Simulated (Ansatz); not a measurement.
NbN: geometry relaxation (part 2 of 2)

NbN (Fm-3m, 2 atoms in the cell); DFT PBE, scalar-relativistic, plane waves, PAW, no spin polarisation (Ansatz 0.2.0); cutoff 420 eV, 16×16×16 k-mesh, Gaussian smearing of 0.1 eV. The structure derives from an entry of the Crystallography Open Database.

Geometry of the input (Å; fractional positions):
```
0.0000  2.1945  2.1945
2.1945  0.0000  2.1945
2.1945  2.1945  0.0000
Nb 0.5000  0.5000  0.5000
N  0.0000  0.0000  0.0000
```

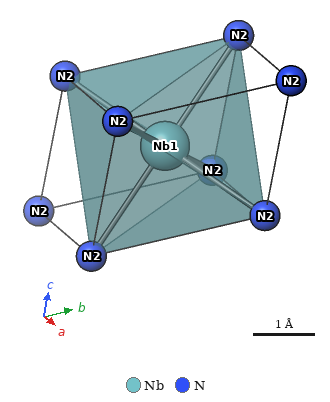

The geometry at step 3 of the log (polyhedral view of the cell of the calculation, seen slightly off an axis; polyhedra are completed across the faces of the cell; atoms are numbered from 1 in the order of the input).

## The program's output, continued
```
SCF iter   1: F=—  HF=-4938.210736 eV  |F-HF|=—  |Δ(HF+E_count)|=         —  Δρ=6.78e-5  dr2=1.08e-6  ethr=6.21e-9  ⟨swp⟩=1.0  Hψ=11881  notcnv=0
preconditioner: auto → none  [metal: Δε(μ)=0.011 eV  Ē_g=14.796 eV  σ=0.100 eV  W_gap=0.06  n_scr=8 (ndim 8)  ℏωp=25.3 eV  f_vac=0.000  D(μ)=1.27/eV (n_scr^D=14)]
SCF iter   2: F=—  HF=-4938.210733 eV  |F-HF|=—  |Δ(HF+E_count)|=   3.23e-6  Δρ=2.94e-5  dr2=2.30e-7  ethr=5.99e-9  ⟨swp⟩=1.0  Hψ=2465  notcnv=0
iter 3 did not close the SCF: its close was put off for the readings that it lacked (scf_convergence_deferred on its scf_iter line)
SCF iter   3: F=-4938.210733 eV  HF=-4938.210733 eV  |F-HF|=4.27e-10  |Δ(HF+E_count)|=   4.76e-8  Δρ=3.24e-6  dr2=1.37e-9  ethr=1.28e-9  ⟨swp⟩=1.1  Hψ=2538  notcnv=0
iter 4 did not close the SCF: its close was put off for the readings that it lacked (scf_convergence_deferred on its scf_iter line)
SCF iter   4: F=-4938.210733 eV  HF=-4938.210733 eV  |F-HF|=1.73e-11  |Δ(HF+E_count)|=  5.64e-11  Δρ=5.66e-7  dr2=4.92e-11  ethr=7.61e-12  ⟨swp⟩=2.5  Hψ=3499  notcnv=0
iter 5 did not close the SCF: its close was put off for the readings that it lacked (scf_convergence_deferred on its scf_iter line)
SCF iter   5: F=-4938.210733 eV  HF=-4938.210733 eV  |F-HF|=1.82e-12  |Δ(HF+E_count)|=  2.73e-12  Δρ=5.81e-8  dr2=1.55e-13  ethr=1.00e-12  ⟨swp⟩=1.0  Hψ=2465  notcnv=0
SCF iter   6: F=-4938.210733 eV  HF=-4938.210733 eV  |F-HF|=9.09e-13  |Δ(HF+E_count)|=  9.09e-13  Δρ=9.64e-9  dr2=1.40e-14  ethr=1.00e-12  ⟨swp⟩=3.0  Hψ=8017  notcnv=0
SCF 6 converged in 6 iterations: F = -4938.210733 eV  dr2 = 1.40e-14
relax step   6: F+E_penalty+E_count = -4938.21073272 eV  Δ(F+E_penalty+E_count) = +1.557e-5 eV  max|allowed force component| = 3.747e-30 eV/Å  Δτ_max = 0.0000 Å  P = +0.001 GPa  Ω = 21.610 Å³  energy of the carried Pulay correction = -1.761e-5 eV  (6 SCF iters, accepted)
iter 1 solved again at ethr=4.77e-8 eV; its pass at ethr=3.10e-3 eV (dr2=8.58e-6 eV) is discarded
SCF iter   1: F=—  HF=-4938.210737 eV  |F-HF|=—  |Δ(HF+E_count)|=         —  Δρ=5.75e-7  dr2=3.39e-11  ethr=4.77e-8  ⟨swp⟩=3.0  Hψ=17906  notcnv=0
eigensolver tolerance schedule: the retry pair's looser diagonalisation over-reported the residual by 253125.37 of it (diagonalisation noise at an unbounded share of the residual, at the tolerance the schedule requests for it); recorded, not acted on — ethr = c·dr2/N_el stays at c = 1.0e-1
SCF iter   2: F=—  HF=-4938.210733 eV  |F-HF|=—  |Δ(HF+E_count)|=   3.79e-6  Δρ=3.33e-7  dr2=1.23e-11  ethr=1.00e-12  ⟨swp⟩=3.0  Hψ=4876  notcnv=0
iter 3 did not close the SCF: its close was put off for the readings that it lacked (scf_convergence_deferred on its scf_iter line)
SCF iter   3: F=-4938.210733 eV  HF=-4938.210733 eV  |F-HF|=3.64e-12  |Δ(HF+E_count)|=    0.00e0  Δρ=2.07e-7  dr2=4.60e-12  ethr=1.00e-12  ⟨swp⟩=1.0  Hψ=2465  notcnv=0
iter 4 did not close the SCF: its close was put off for the readings that it lacked (scf_convergence_deferred on its scf_iter line)
SCF iter   4: F=-4938.210733 eV  HF=-4938.210733 eV  |F-HF|=9.09e-13  |Δ(HF+E_count)|=    0.00e0  Δρ=1.23e-7  dr2=1.56e-12  ethr=1.00e-12  ⟨swp⟩=1.0  Hψ=2465  notcnv=0
iter 5 did not close the SCF: its close was put off for the readings that it lacked (scf_convergence_deferred on its scf_iter line)
SCF iter   5: F=-4938.210733 eV  HF=-4938.210733 eV  |F-HF|=2.73e-12  |Δ(HF+E_count)|=    0.00e0  Δρ=8.97e-8  dr2=8.29e-13  ethr=1.00e-12  ⟨swp⟩=1.0  Hψ=2465  notcnv=0
iter 6 did not close the SCF: its close was put off for the readings that it lacked (scf_convergence_deferred on its scf_iter line)
SCF iter   6: F=-4938.210733 eV  HF=-4938.210733 eV  |F-HF|=9.09e-13  |Δ(HF+E_count)|=  1.82e-12  Δρ=5.46e-8  dr2=3.05e-13  ethr=1.00e-12  ⟨swp⟩=1.0  Hψ=2465  notcnv=0
SCF iter   7: F=-4938.210733 eV  HF=-4938.210733 eV  |F-HF|=1.82e-12  |Δ(HF+E_count)|=  9.09e-13  Δρ=2.33e-8  dr2=5.63e-14  ethr=1.00e-12  ⟨swp⟩=2.9  Hψ=7139  notcnv=0
SCF 7 converged in 7 iterations: F = -4938.210733 eV  dr2 = 5.63e-14
relax step   7: F+E_penalty+E_count = -4938.21073272 eV  Δ(F+E_penalty+E_count) = -1.819e-12 eV  max|allowed force component| = 9.926e-30 eV/Å  Δτ_max = 0.0000 Å  P = +0.001 GPa  Ω = 21.610 Å³  stress off target by 1.32e-3 GPa  SCF on the basis re-selected at this cell (its energy is not comparable with the rows above)  (7 SCF iters)
```

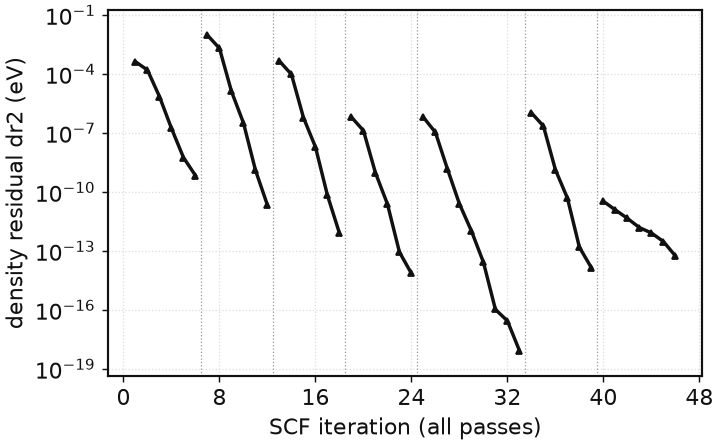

Convergence of the self-consistent field: density residual dr2 against the SCF iteration. The dotted lines part the SCF passes of the relaxation: geometry steps, rejected trials and re-solves on a re-selected basis. The 7 passes take 6 to 9 iterations each, 46 in all.

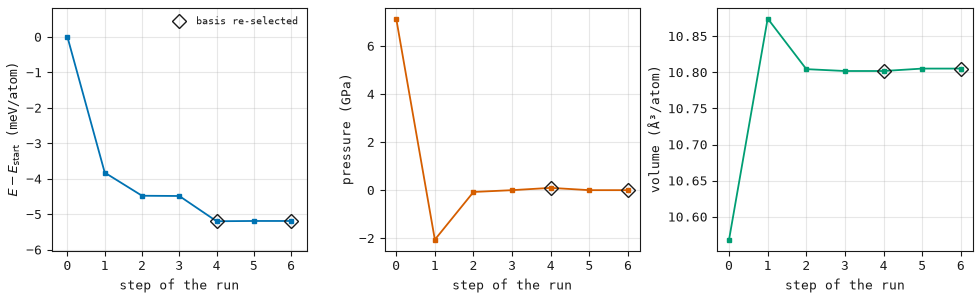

Progress of the relaxation, step by step (the first geometry is step 0 here and step 1 in the log).

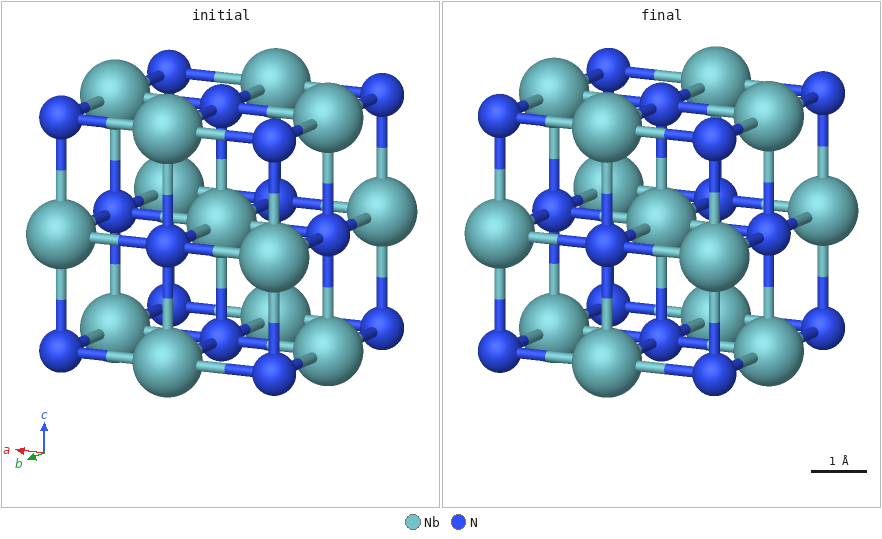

Before (left) and after (right) the relaxation, at one scale (ball-and-stick view of the cell 4 times as large as that of the calculation, set on its symmetry axes, seen at an oblique angle). No atom moves by more than 0.005 Å relative to the cell. Cell: a = b = c 4.389 → 4.422 Å (+0.7 %). Volume +2.2 %. Distances before and after: Nb1–N2 2.195 → 2.211 Å. The space group stays Fm-3m (No. 225). The energy falls by 5.2 meV per atom in 4 geometry steps. All forces vanish by symmetry, so only the cell relaxes. The pressure goes from 7.14 to 0.00 GPa. 1 further SCF at an unchanged geometry re-selected the plane-wave basis for the new cell. The energy change given includes the shifts at the re-selections in mid-walk, which come without any move. A last SCF at the same geometry on a re-selected plane-wave basis shifts the energy by next to nothing (0.0 meV per atom). (Atoms are counted from 1 in the order of the input.)

```
basis re-selected at this cell: Δ(F+E_penalty+E_count) = -1.819e-12 eV, ΔP = +0.000 GPa vs the last step (what re-selecting the basis moved, of the pressure what is left beyond the Pulay correction that the steps carried, after the strain that the cell walked since its last selection, with what the two solves' SCF thresholds leave and, on support functions, any second-order correction that the steps lacked; it is no measure of the basis error at this ecutwfc). This SCF's stress stands 1.32e-3 GPa from its target on what of the cell is left free (relax.cell.stress_tol is 5.00e-2 GPa) and its largest allowed force component is 9.93e-30 eV/Å (relax.f_tol is 5.00e-3 eV/Å): within both
SCF converged after 7 iterations
Free energy (F): -4938.210733 eV
Harris-Foulkes:  -4938.210733 eV  (|F-HF|=1.82e-12)
Internal energy: -4938.204364 eV  (E = F + TS)
E sigma→0 (E₀):  -4938.207548 eV
Entropy (-TS):   -0.006369 eV (-3.185 meV/atom)
Fermi energy:    20.173515 eV
--- Per-component energies (eV) ---
  E_band       = -16.920930
  E_kinetic    = 527.488302
  E_local      = -735.593078  (includes V_loc(G=0)·N_el)
  E_nonlocal   = 163.719365
  E_hartree    = 222.141627
  E_xc         = -236.933873
  E_vxc        = -291.214104  (∫ρ·V_xc dr)
  E_paw        = -3199.987951  (= ΣΔE_a)
  E_vpaw       = -125.604753  (= ΣTr[D̂ρ^β])
  E_aug_tail   = 0.000087  (compensation charges beyond the density's cutoff)
  E_ewald      = -1679.038842
  E_smearing   = -0.006369  (= −TS)
  E_closure    = -0.000000  (closes the sum)
  Σ components = -4938.210733   (vs F -4938.210733, Δ=0.00e0)
--- Forces (eV/Å), atoms counted from 1 ---
  atom   1  Nb     0.00000000     0.00000000    -0.00000000
  atom   2  N     -0.00000000    -0.00000000    -0.00000000
  max |Σ_I F_I| component: 2.01e-29 eV/Å
--- Stress (GPa, compression-positive) ---
        0.001324       0.000000      -0.000000
        0.000000       0.001324       0.000000
       -0.000000       0.000000       0.001324
  P = ⅓ Tr σ = 0.0013 GPa (0.013 kbar)
--- Band table (eV; the first three rows and the last of 145) ---
  k-point 0: bands = ["-36.2251", "-11.9087", "-11.9087", "-11.9087", "2.6765", "16.8859", "16.8859", "16.8859", "18.2093", "18.2093", "18.2093", "20.0303", "20.0303", "23.2247", "29.5525", "42.5076", "42.5076"]
  k-point 1: bands = ["-36.2204", "-11.9495", "-11.9121", "-11.9121", "2.7589", "16.4163", "16.5286", "16.5286", "18.3550", "18.3550", "18.4617", "20.4263", "20.4263", "23.4613", "29.8033", "41.6149", "42.0389"]
  k-point 2: bands = ["-36.2070", "-12.0639", "-11.9216", "-11.9216", "2.9956", "15.4919", "15.8252", "15.8252", "18.6751", "18.6751", "18.8422", "21.3507", "21.3507", "24.0770", "30.4874", "40.0046", "40.7777"]
  k-point 144: bands = ["-36.0589", "-12.4798", "-12.4798", "-12.2640", "3.9976", "13.5953", "14.2163", "14.2163", "20.0657", "20.0657", "22.8854", "23.4771", "24.6185", "31.6820", "31.8300", "31.8300", "35.8980"]
--- Relaxed structure (5 steps of the walk, 5 accepted, 2 SCFs on fresh bases) ---
  F+E_penalty+E_count = -4938.21073272 eV   max|allowed force component| = 9.926e-30 eV/Å   (the final SCF, on the basis selected at the relaxed cell)
  cell:  # Å, volume = 21.6103 Å³
    - [5.354120242100965e-34, 2.210771532712676, 2.210771532712676]
    - [2.210771532712676, 1.1723337586900661e-33, 2.210771532712676]
    - [2.210771532712676, 2.210771532712676, 0.0]
  atoms:
    - { symbol: Nb, position: [0.5, 0.5, 0.5] }
    - { symbol: N, position: [6.856380811364633e-36, -7.313472865454515e-36, -6.399288757280746e-36] }
```

## Trajectory as extended XYZ (Å, eV, eV/Å), 7 frames, from step=1 to step=7
```
2
Lattice="0.0000 2.1945 2.1945 2.1945 0.0000 2.1945 2.1945 2.1945 0.0000" Properties=species:S:1:pos:R:3:forces:R:3 step=1 energy=-4938.20036 pressure_GPa=7.14
Nb    2.1945    2.1945    2.1945    0.0000   0.0000   0.0000
N     0.0000    0.0000    0.0000    0.0000   0.0000   0.0000
2
Lattice="0.0000 2.2155 2.2155 2.2155 0.0000 2.2155 2.2155 2.2155 0.0000" Properties=species:S:1:pos:R:3:forces:R:3 step=2 energy=-4938.20801 pressure_GPa=-2.06
Nb    2.2155    2.2155    2.2155    0.0000   0.0000   0.0000
N     0.0000    0.0000    0.0000    0.0000   0.0000   0.0000
2
Lattice="0.0000 2.2107 2.2107 2.2107 0.0000 2.2107 2.2107 2.2107 0.0000" Properties=species:S:1:pos:R:3:forces:R:3 step=3 energy=-4938.20931 pressure_GPa=-0.07
Nb    2.2107    2.2107    2.2107    0.0000   0.0000   0.0000
N     0.0000    0.0000    0.0000    0.0000   0.0000   0.0000
2
Lattice="0.0000 2.2105 2.2105 2.2105 0.0000 2.2105 2.2105 2.2105 0.0000" Properties=species:S:1:pos:R:3:forces:R:3 step=4 energy=-4938.20932 pressure_GPa=0.00
Nb    2.2105    2.2105    2.2105    0.0000   0.0000   0.0000
N     0.0000    0.0000    0.0000    0.0000   0.0000   0.0000
2
Lattice="0.0000 2.2105 2.2105 2.2105 0.0000 2.2105 2.2105 2.2105 0.0000" Properties=species:S:1:pos:R:3:forces:R:3 step=5 energy=-4938.21075 pressure_GPa=0.10
Nb    2.2105    2.2105    2.2105    0.0000   0.0000   0.0000
N     0.0000    0.0000    0.0000    0.0000   0.0000   0.0000
2
Lattice="0.0000 2.2108 2.2108 2.2108 0.0000 2.2108 2.2108 2.2108 0.0000" Properties=species:S:1:pos:R:3:forces:R:3 step=6 energy=-4938.21073 pressure_GPa=0.00
Nb    2.2108    2.2108    2.2108    0.0000   0.0000   0.0000
N     0.0000    0.0000    0.0000    0.0000   0.0000   0.0000
2
Lattice="0.0000 2.2108 2.2108 2.2108 0.0000 2.2108 2.2108 2.2108 0.0000" Properties=species:S:1:pos:R:3:forces:R:3 step=7 energy=-4938.21073 pressure_GPa=0.00
Nb    2.2108    2.2108    2.2108    0.0000   0.0000   0.0000
N     0.0000    0.0000    0.0000    0.0000   0.0000   0.0000
```

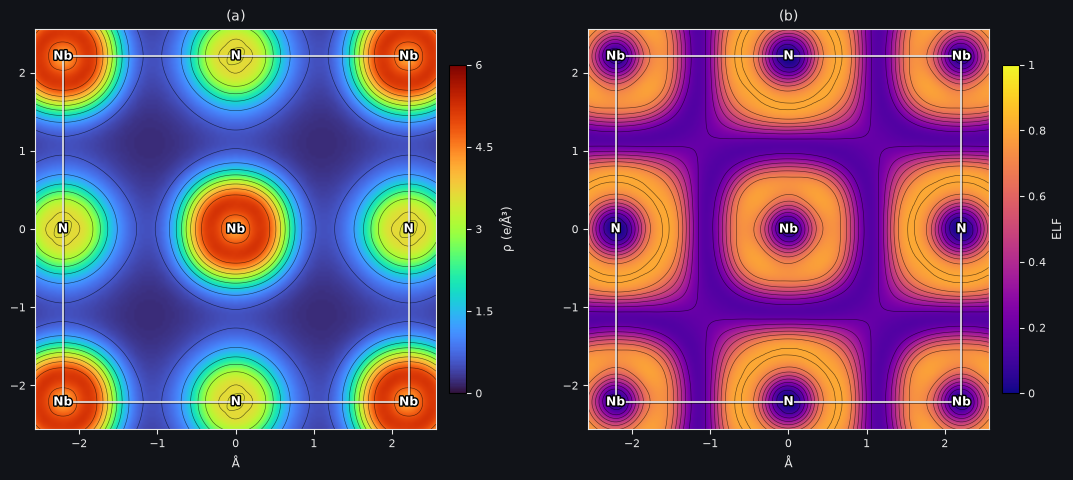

(a) valence charge density (pseudo); (b) ELF on the (001) plane of the conventional cell. Nb–N (2.21 Å): ρ is about 0.53 e/Å³ halfway; the ELF is about 0.15 at the midpoint; a polar contact without a shared pair, in a metal. Away from the nuclei the density in this plane falls to 0.22 e/Å³ at its lowest. The strong features right at Nb lie inside the PAW spheres (semicore, d or f shells) and say nothing about bonding. In a PAW calculation such maps are meaningful between the atoms, not at the nuclei.

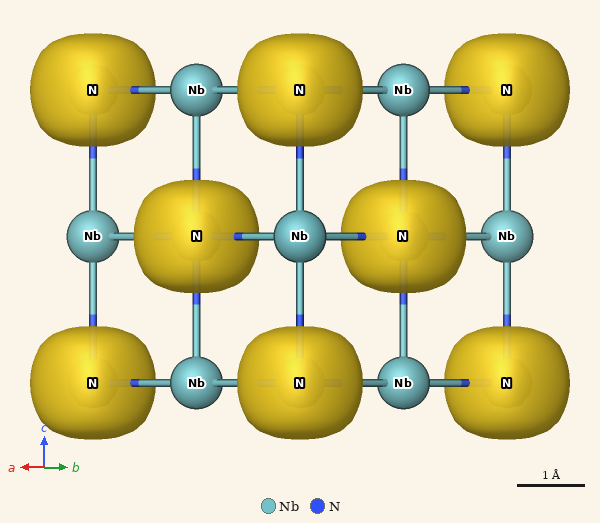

Isosurface of the ELF at 0.6 (yellow), seen along [110]. Core shells and regions of very low density are left out. Sticks mark near contacts. The outline is the cell set on symmetry axes. Profiles from the grid: Nb–N (2.21 Å): the ELF is about 0.15 at the midpoint (a polar contact without a shared pair, in a metal).
